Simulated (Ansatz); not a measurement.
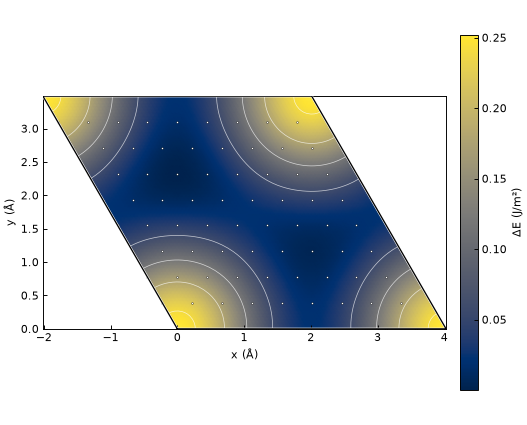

A bilayer of two InSe sheets, the upper one turned by 180 degrees about the normal (8 atoms in the cell). The upper layer of a bilayer is slid over the lower one; relaxed at each slide: nothing; the origin of the map has Se5 above Se4; the distance between the facing planes is held at 3.11 Å. Places are given modulo a cell vector. The map is drawn in real space over the plane of the slide. The scan uses a 9 × 9 grid; 19 points were computed and 62 follow by symmetry. All energies are given in J/m² relative to the lowest grid point. At a held distance the lowest stacking need not be the one that binds best once the distance relaxes. Computed with DFT PBE+D3(BJ), scalar-relativistic, plane waves, PAW in Ansatz. Settings: cutoff 420 eV, k-mesh 9×9×1, gaussian smearing 0.05 eV, no spin polarisation.

Drawn: a smooth colour map with a few white contour lines, dots at the grid points, the outline of one cell of the plane. Between grid points the surface is interpolated.

The lowest grid point is at (3/9, 6/9) of the cell vectors. A higher local minimum lies near (6/9, 3/9) of the cell vectors (0.0047 J/m² above the lowest at that grid point). The highest grid point, (0/9, 0/9) of the cell vectors, lies 0.252 J/m² above the lowest. On the interpolated surface the easiest way out of the lowest well to the well at (6/9, 3/9) of the cell vectors passes a barrier of about 0.022 J/m². Facing atoms of the upper layer at the lowest point: Se above a hollow, the In behind them above In; at the highest: Se above Se.

The scan is repeated with another setting: the distance between the facing planes is held at 3.51 Å; all else is set up alike.

What will the new map look like?

Answer. The minimum (interpolated where it lies between grid points) moves from (3/9, 6/9) of the cell vectors to (6/9, 3/9) of the cell vectors. The span from the lowest to the highest grid point shrinks from 0.252 to 0.076 J/m². The easiest pass out of the lowest well goes from about 0.022 to about 0.0071 J/m² on the interpolated surfaces. Higher wells of the new map: (3/9, 6/9) of the cell vectors, 0.0013 J/m² up (that grid point lay 0.000 J/m² up before). Further apart, the short-range repulsion between facing atoms, which depends on the stacking, fades. In the new map: facing atoms of the upper layer at the lowest point: Se above In of a deeper plane, the In behind them above Se; at the highest: Se above Se.

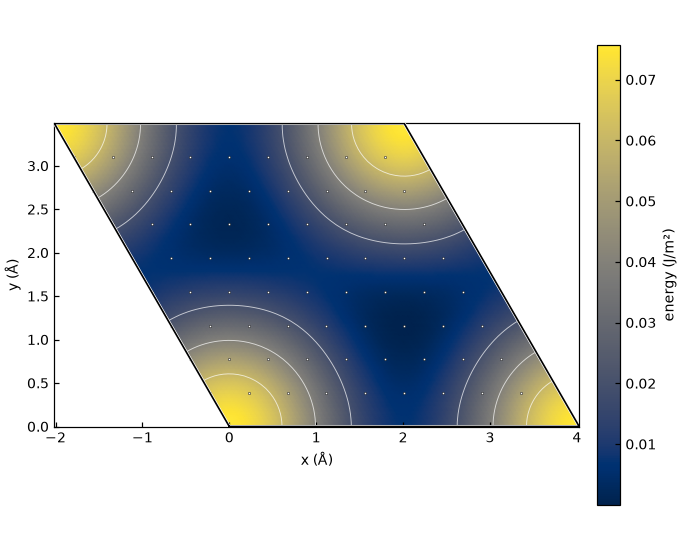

The map after the change, on a colour scale of its own. The picture shows a smooth colour map with a few white contour lines, dots at the grid points, the outline of one cell of the plane. Between grid points the surface is interpolated.

PAW datasets: the set soft_1.
